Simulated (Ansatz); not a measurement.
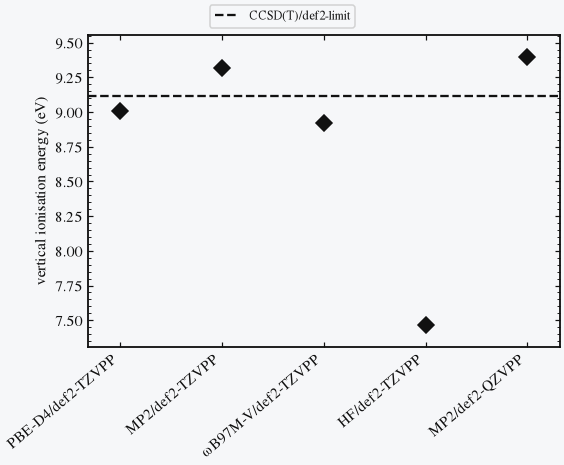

Vertical ionisation energy of C₃H₄N₂, SMILES c1c[nH]cn1, taken as the energy of the cation less that of the neutral at fixed geometry (unrestricted doublet cation, cores frozen in correlated methods, no spin-orbit coupling), the Ansatz code, at a PBE0-D4/def2-TZVP geometry (a minimum by its frequencies). Limit means an estimate of the basis limit from triple and quadruple zeta; for coupled cluster it is either extrapolated directly or built as the MP2 limit plus the step from MP2 in triple zeta. The distance of MP2/def2-TZVPP and MP2/def2-QZVPP to the limit includes basis error.

What range do the values span, the line included?

From 7.47 eV (HF/def2-TZVPP) to 9.40 eV (MP2/def2-QZVPP).

Give the values.

```tsv
level	eV	less CCSD(T)/def2-limit
PBE-D4/def2-TZVPP	9.01	−0.11
MP2/def2-TZVPP	9.31	0.20
ωB97M-V/def2-TZVPP	8.92	−0.20
HF/def2-TZVPP	7.47	−1.65
MP2/def2-QZVPP	9.40	0.28
CCSD(T)/def2-limit	9.12	0.00
```
